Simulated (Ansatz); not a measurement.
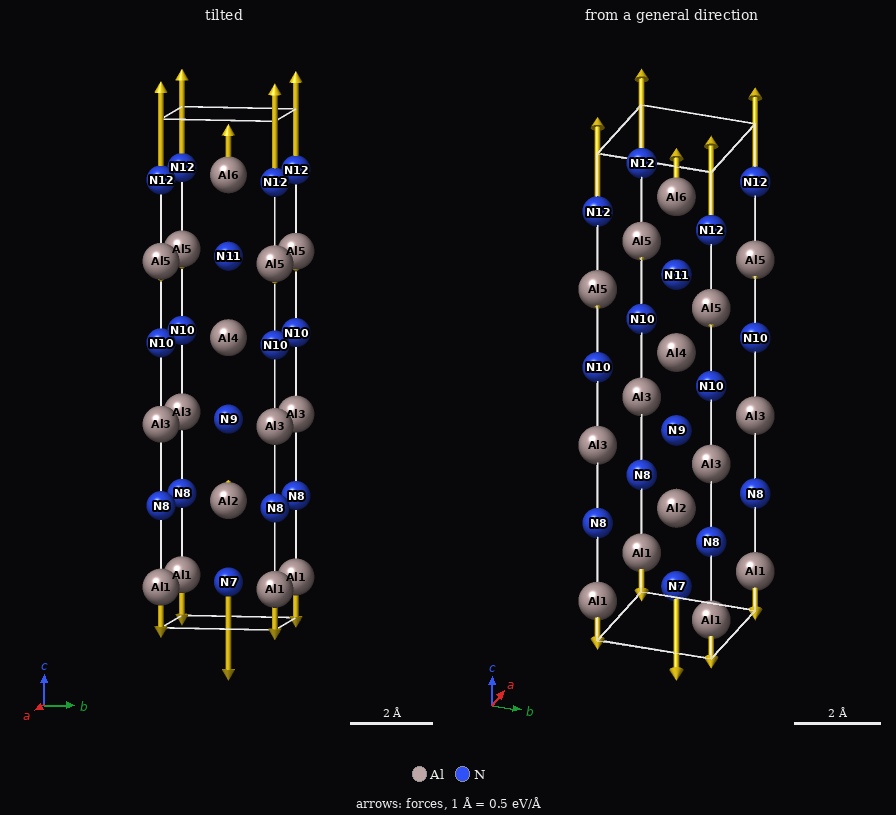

Drawn in the spheres-only manner and seen slightly off an axis and from a general direction. Thin lines show the simulation cell, with boundary atoms drawn in all their periodic places. The arrows are the computed forces on the atoms.

System: AlN. Theory: DFT PBEsol, scalar-relativistic, plane waves, PAW (Ansatz). Numerical settings: a 420 eV plane-wave basis, 8×8×2 k-points, Gaussian smearing of 0.05 eV, no spin polarisation.

Question: Is the structure at rest?

Answer: No. The atoms still feel forces of up to about 1.1 eV/Å, far above a usual threshold of 0.01 to 0.03 eV/Å.

Question: Where does the largest force act?

Answer: N7 and N12, about 1.1 eV/Å.

Origin of the cell: a structure listed in the Materials Project. The cell was then strained or its atoms displaced on purpose. Ansatz was used for an electronic-structure calculation on it.
